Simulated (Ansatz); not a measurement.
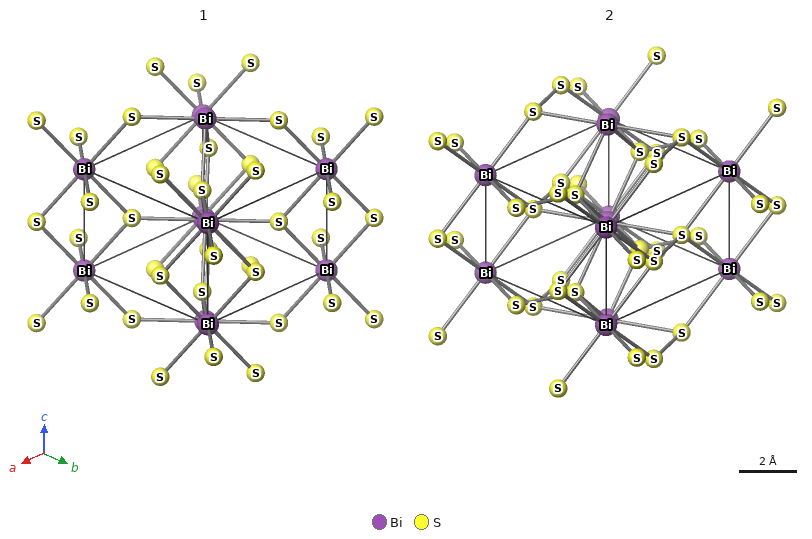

Two geometries of solid BiS2 (built on the MgF2-58 type type), drawn at one scale. One is the start of a relaxation, the other its converged end. The picture is a ball-and-stick view of the cell of the calculation, seen from a free direction.

Level of theory: DFT, PBEsol, plane waves, PAW in Ansatz. Set-up: plane-wave cutoff 420 eV; k-point mesh 4 × 4 × 6; occupations fermi dirac; smearing width 0.03 eV; no spin polarisation; cell and atoms relaxed; force threshold 0.01 eV/Å; at most 120 steps.

Q: Which of the two is the end point?

A: Structure 2 is the relaxed one. The energy falls by 0.983 eV per cell of the calculation in 13 accepted moves (15 points after the start). Largest force component: 0.086 eV/Å at the start, 0.00085 eV/Å at the end. The pressure goes from 5.93 to −0.01 GPa. The line search rejected the trial step at point 11 of the run. The SCF was repeated once at an unchanged geometry on a basis and grid sized afresh for the cell, which shifted the energy by 0.3 meV per cell of the calculation at most. The largest moves relative to the cell, 0.98 Å, are those of S atoms. Bi stays in place. The drawn cell changes as follows: a 6.034 → 6.270 Å (+3.9 %), b 6.152 → 5.991 Å (−2.6 %), c 4.018 → 3.870 Å (−3.7 %); the volume changes by −2.5 %. Near-neighbour distances that change, for instance: S–S 4.098 → 2.332 Å, Bi–S 2.618 → 2.830 Å. Among the angles between lasting bonds that change: Bi–S–Bi 129.8° → 113.9°, S–Bi–S 80.5° → 93.9°, S–Bi–S 99.5° → 86.1°. The space group stays Pnnm (No. 58). The run took 2.5 min on 2 threads of AMD EPYC (Zen 3), on a shared host, peak memory 0.53 GiB.
